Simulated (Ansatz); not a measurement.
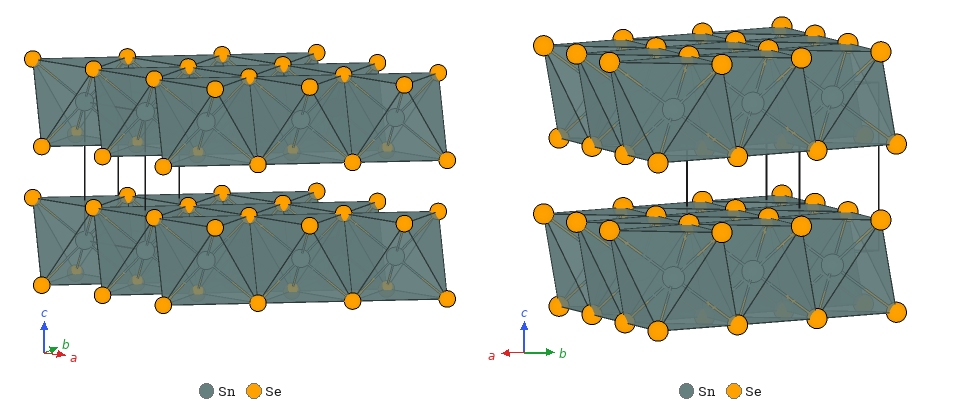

Polyhedra are drawn about Sn (bonds: Se–Sn below 3 Å); other atoms are plain spheres. Two views of the same piece.

SnSe₂ (space group P-3m1, No. 164): the end point of a relaxation at fixed volume with DFT PBE+D3(BJ), scalar-relativistic, plane waves, PAW (Ansatz 0.2.0).

Sharing among the drawn polyhedra:

| site | polyhedron | corner-sharing neighbours | edge-sharing | face-sharing | bond (Å) |
| --- | --- | --- | --- | --- | --- |
| Sn | SnSe6 octahedron | 0 | 6 | 0 | 2.69 |

They form layers of edge-sharing octahedra parallel to (001).
